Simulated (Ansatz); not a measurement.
**Single-point calculation of SiC**

- system: SiC (P6₃mc, 4 atoms in the cell)
- method: DFT r2SCAN, scalar-relativistic, plane waves, PAW, no spin polarisation (Ansatz 0.2.0)

The structure derives from a Materials Project entry.

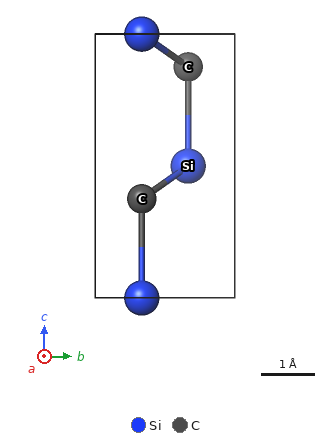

The input geometry (ball-and-stick view of the cell of the calculation, along the a axis). An atom can appear more than once, as a periodic image.

## Summary

- outcome: converged
- space group (tolerance 0.01 Å): P6₃mc (186)
- electrons treated: 16
- free energy: −1782.6423 eV
- Fermi energy: 10.874 eV
- gap on the k-point mesh: 2.65 eV
- pressure: 0.41 GPa
- largest force (length of the vector): 0.007 eV/Å
- hardware: 2 threads of Arm Neoverse N1, 24 GiB of memory available, shared host
- wall time: 3.2 s (CPU time 5.8 s)
- peak memory: 0.37 GiB

## Input
```yaml
crystal:
  lattice:
    - [3.0735139282, 0.0, 0.0]
    - [-1.5367569641, 2.6617411407, 0.0]
    - [0.0, 0.0, 5.04524771]
  atoms:
    - { symbol: Si, position: [0.33333333, 0.66666667, 0.4996024] }
    - { symbol: Si, position: [0.66666667, 0.33333333, 0.9996024] }
    - { symbol: C, position: [0.33333333, 0.66666667, 0.8753976] }
    - { symbol: C, position: [0.66666667, 0.33333333, 0.3753976] }
basis:
  ecutwfc: 500
kpoints:
  mp_grid: { grid: [6, 6, 4] }
hamiltonian:
  xc: r2scan
scf:
  occupations: { method: gaussian, width: 0.1 }
output:
  forces: true
  stress: true
  eigenvalues: true
```

Launch command:
```bash
ansatz run input.yaml --threads 2 --pin off --max-ram 5120MiB --backend cpu --events-out ev --progress --plain --runs-dir out
```

## Output
```
Engine: ansatz 0.2.0, aarch64-unknown-linux-gnu
Pseudopotentials: kind: paw
Pseudopotential: Si, paw, valence charge 4, recommended cutoff 500 eV (meta_gga), Si.paw.azcp
Pseudopotential: C, paw, valence charge 4, recommended cutoff 500 eV (meta_gga), C.paw.azcp
Functional definition: r2SCAN
  parameter k0 = 0.174
  parameter k1 = 0.065
  parameter a1 = 4.9479
  exchange = r2scan_x(k0 = k0, k1 = k1, a1 = a1)
  correlation = r2scan_c
Crystal: 4 atoms, lattice volume = 41.275 Å³
Basis set: ecut = 500 eV, 1099 PW (Γ), exchange–correlation on 96×96×160 points (64 copies of the dense FFT grid, shifted against one another)
Bands: 12, of which v1, the nominal top of the filled ones, is band 8 counted from 1 (7 counted from 0)
Symmetry: 12 space group operations
Space group: P63mc (ITA 186), of the structure as read, at distance tolerance 3.5e-5 Å
k-points: 21 of 144 (time reversal used)
Non-local potential: Si, projectors of the file, l = 0: 2, l = 1: 2, l = 2: 2
Non-local potential: C, projectors of the file, l = 0: 2, l = 1: 2, l = 2: 1
PAW form: soft (Blöchl's): semilocal exchange-correlation on the pseudo side does not see the compensation charge
PAW frozen core: Si, regenerated for the run's functional (the file was generated under x = pbe(κ = 0.804, μ = 0.2195149727645171), c = pbe(β = 0.06672455060314922))
PAW frozen core: C, regenerated for the run's functional (the file was generated under x = pbe(κ = 0.804, μ = 0.2195149727645171), c = pbe(β = 0.06672455060314922))
PAW one-centre angular grid: Si, 302 points (default); XC on 160 Gauss nodes
PAW one-centre angular grid: C, 302 points (default); XC on 239 of its mesh's 2573 points in the sphere
Initial density: superposition of atomic densities (neutral atoms: chi_scale 0, normalization atom), corrected by the library's trained network
Initial wavefunctions: pseudopotential atomic-orbital guess
Functional: x = r2scan, c = r2scan; τ floored in thin density (d = 2e-4 eV/Å³)
SCF iter   1: F=—  HF=-1782.551819 eV  |F-HF|=—  |Δ(HF+E_count)|=         —  Δρ=5.94e-3  dr2=9.63e-3  dr2_τ=3.94e-1  ethr=1.77e-3  ⟨swp⟩=5.2  Hψ=1666  notcnv=0
preconditioner: auto → none  [insulator: Δε(μ)=2.617 eV  Ē_g=12.783 eV  σ=0.100 eV  W_gap=1.00  n_scr=2 (ndim 8)  ℏωp=23.1 eV  f_vac=0.000  D(μ)=0.00/eV (n_scr^D=0)  ε∞_Penn≈4.3]
SCF iter   2: F=—  HF=-1782.642300 eV  |F-HF|=—  |Δ(HF+E_count)|=   9.05e-2  Δρ=4.05e-3  dr2=3.61e-3  dr2_τ=6.85e-5  ethr=6.02e-5  ⟨swp⟩=2.0  Hψ=672  notcnv=0
SCF iter   3: F=—  HF=-1782.642219 eV  |F-HF|=—  |Δ(HF+E_count)|=   8.08e-5  Δρ=1.06e-3  dr2=3.81e-4  dr2_τ=1.07e-5  ethr=2.26e-5  ⟨swp⟩=2.5  Hψ=400  notcnv=0
SCF iter   4: F=—  HF=-1782.642280 eV  |F-HF|=—  |Δ(HF+E_count)|=   6.17e-5  Δρ=1.24e-4  dr2=4.46e-6  dr2_τ=1.17e-6  ethr=2.38e-6  ⟨swp⟩=2.1  Hψ=405  notcnv=0
SCF iter   5: F=—  HF=-1782.642277 eV  |F-HF|=—  |Δ(HF+E_count)|=   3.24e-6  Δρ=5.53e-5  dr2=9.86e-7  dr2_τ=4.03e-8  ethr=2.79e-8  ⟨swp⟩=2.0  Hψ=417  notcnv=0
SCF iter   6: F=—  HF=-1782.642277 eV  |F-HF|=—  |Δ(HF+E_count)|=   1.75e-7  Δρ=2.12e-5  dr2=1.42e-7  dr2_τ=1.21e-9  ethr=6.16e-9  ⟨swp⟩=2.0  Hψ=418  notcnv=0
SCF iter   7: F=-1782.642277 eV  HF=-1782.642277 eV  |F-HF|=7.34e-10  |Δ(HF+E_count)|=   1.76e-8  Δρ=5.11e-6  dr2=8.61e-9  dr2_τ=7.01e-11  ethr=6.25e-10  ⟨swp⟩=4.1  Hψ=841  notcnv=0
SCF 1 converged in 7 iterations: F = -1782.642277 eV  dr2 = 8.61e-9
  greatest PAW one-centre occupation: 0.659 electrons in one spin orbital (limit 2), on the C atom at site 3 (counted from 0), in its partial waves of l = 0
```

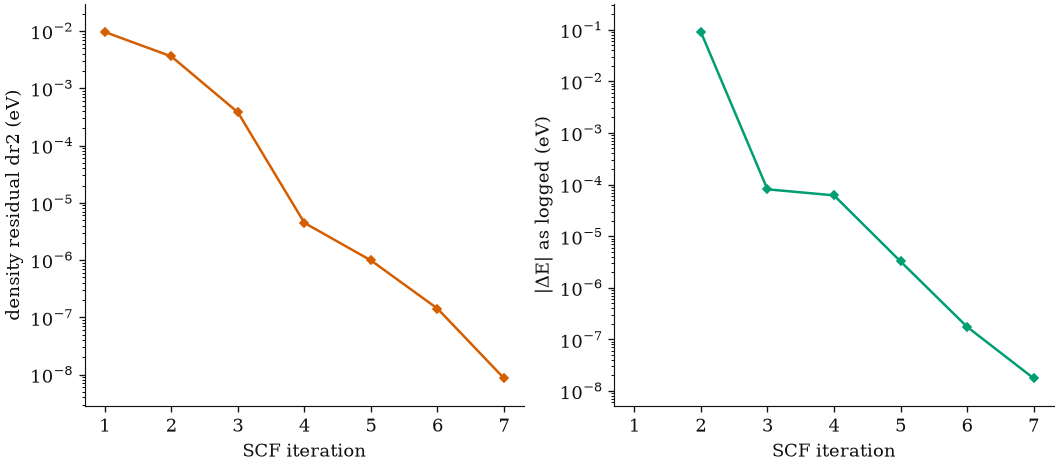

Convergence of the self-consistent field: density residual dr2 and size of the energy change against the SCF iteration. The residual falls at every step.

```
SCF converged after 7 iterations
Free energy (F): -1782.642277 eV
Harris-Foulkes:  -1782.642277 eV  (|F-HF|=7.34e-10)
Internal energy: -1782.642277 eV  (E = F + TS)
E sigma→0 (E₀):  -1782.642277 eV
Fermi energy:    10.873937 eV
--- Per-component energies (eV) ---
  E_band       = 51.501505
  E_kinetic    = 272.482328
  E_local      = -208.819446  (includes V_loc(G=0)·N_el)
  E_nonlocal   = 100.710623
  E_hartree    = 65.878495
  E_xc         = -202.853530
  E_vxc        = -237.472588  (∫ρ·V_xc dr)
  E_paw        = -1240.592696  (= ΣΔE_a)
  E_vpaw       = -18.301734  (= ΣTr[D̂ρ^β])
  E_aug_tail   = 0.000016  (compensation charges beyond the density's cutoff)
  E_vtau       = 11.144428  (kinetic-family band-sum trace: ∫τ·v_τ [+ j·A + Jᵃ·Aᵃ] dr)
  E_ewald      = -569.245654
  E_core_change = -0.202413  (= ΣΔE_core)
  E_smearing   = -0.000000  (= −TS)
  E_closure    = 0.000000  (closes the sum)
  Σ components = -1782.642277   (vs F -1782.642277, Δ=0.00e0)
--- Forces (eV/Å), atoms counted from 1 ---
  atom   1  Si     0.00000000    -0.00000000    -0.00701420
  atom   2  Si     0.00000000     0.00000000    -0.00701420
  atom   3  C      0.00000000    -0.00000000     0.00701089
  atom   4  C     -0.00000000     0.00000000     0.00701089
  max |Σ_I F_I| component: 6.62e-6 eV/Å
--- Stress (GPa, compression-positive) ---
        0.457905      -0.000000       0.000000
        0.000000       0.457905      -0.000000
        0.000000      -0.000000       0.300380
  P = ⅓ Tr σ = 0.4054 GPa (4.054 kbar)
--- Band table (eV; the first three rows and the last of 21) ---
  k-point 0: bands = ["-6.8193", "-3.1844", "0.5461", "8.1667", "8.1667", "9.4385", "9.5508", "9.5508", "14.9313", "16.3191", "16.7505", "16.7505"]
  k-point 1: bands = ["-6.5033", "-4.1940", "2.0712", "7.8716", "8.3432", "8.3432", "9.3180", "9.3180", "15.2222", "16.8682", "16.8682", "17.1888"]
  k-point 2: bands = ["-5.5816", "-5.5816", "4.9202", "4.9202", "8.8025", "8.8025", "8.8025", "8.8025", "16.0520", "16.0520", "17.4474", "17.4474"]
  k-point 20: bands = ["-1.9557", "-1.9557", "1.5509", "1.5509", "3.7148", "3.7148", "7.7298", "7.7298", "15.1421", "15.1421", "16.1094", "16.1094"]
```

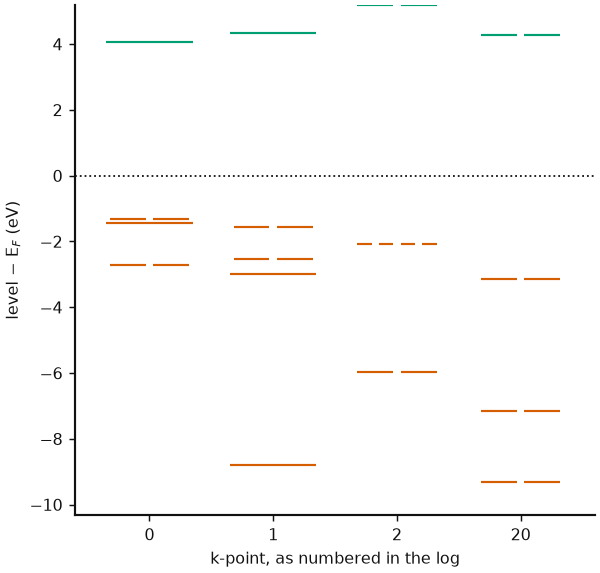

Kohn–Sham levels near the Fermi level (dotted) at the few k-points that the log prints; levels within 0.02 eV of each other stand side by side. Among these points the highest filled and lowest empty levels are 5.38 eV apart; the gap on the full mesh, 2.65 eV, has an edge at a point that isn't printed.
